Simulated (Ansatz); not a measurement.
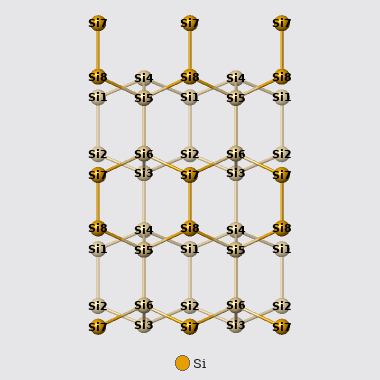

The system is CH on a Si(100) slab cut from the P6_3/mmc phase, its upper half relaxed before the scan (8 atoms of substrate and one adsorbate in a 1 × 1 cell); the picture shows it without the atoms that are moved over the map. CH is moved over the surface cell; relaxed at each place: the height of the adsorbate's atoms; substrate rigid; the origin of the map has the adsorbate above Si7. Places are given modulo a cell vector. The map is drawn in real space over the plane of the surface. The scan uses a 6 × 6 grid; 22 points were computed and 12 follow by symmetry. At 2 points there is no value. Energies: eV, counted from the lowest grid point. Energies and slopes of some neighbouring points disagree (a jump in structure or state, or too coarse a mesh). The relaxed height changes by up to 1.0 Å between neighbouring points. The magnetic moment jumps between some neighbouring points. With one adsorbate in each 1 × 1 cell, its nearest image is 3.9 Å away, so neighbouring adsorbates interact. Method: DFT PBE, scalar-relativistic, plane waves, PAW in Ansatz. Settings: cutoff 420 eV, k-mesh 7×4×1, gaussian smearing 0.05 eV, spin-polarised.

Range: position of C9 along the first surface vector from 0.000 to 0.833; position of C9 along the second surface vector from 0.000 to 0.833.

**What will the energy surface look like?**

The lowest grid point is at (0/6, 5/6) of the cell vectors. The highest grid point, (3/6, 2/6) of the cell vectors, lies 2.74 eV above the lowest.

```
second ↓, first →   0/6   1/6   2/6   3/6   4/6   5/6
              5/6  0.00  0.43  1.57     –  1.57  0.43
              4/6  1.66  1.82  2.02  1.45  2.02  1.82
              3/6  1.87  1.95  1.40     –  1.40  1.95
              2/6  2.00  1.89  2.30  2.74  2.30  1.89
              1/6  1.88  1.94  1.47  2.23  1.47  1.94
              0/6  1.74  1.88  2.02  1.41  2.02  1.88
```

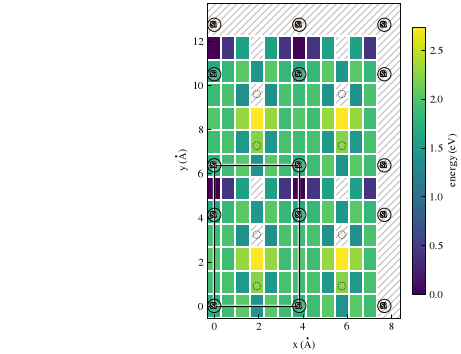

The picture shows one coloured cell a grid point, labelled circles for the atoms of the top layer and small ones for the second layer, the outline of one cell of the 2 × 2 shown, hatched blanks where no value was computed.

Time for the 22 points that were run: 2 h on 2 threads of Arm Neoverse N1 (shared host).

PAW datasets: the set soft_1.
